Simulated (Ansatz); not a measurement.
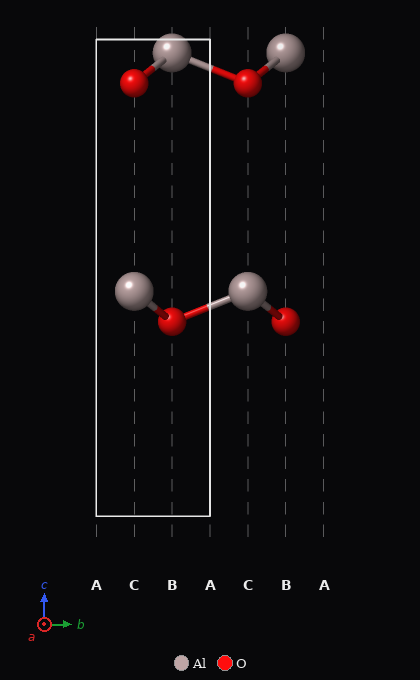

The picture looks along a close-packed row of the hexagonal mesh; c points upwards. The dashed lines mark the three columns A (0, 0), B (1/3, 2/3) and C (2/3, 1/3). The sequence starts with the first layer at or above the cell's origin.

AlO. Coordinates: coordinates from a relaxation with DFT PBE, scalar-relativistic, plane waves, PAW in Ansatz; the starting structure was generated, so it need not be a known form of this composition.

### Give the sequence of layers in one repeat, with element and column.

O(B) – Al(C) – O(C) – Al(B) (four layers in 10.68 Å).
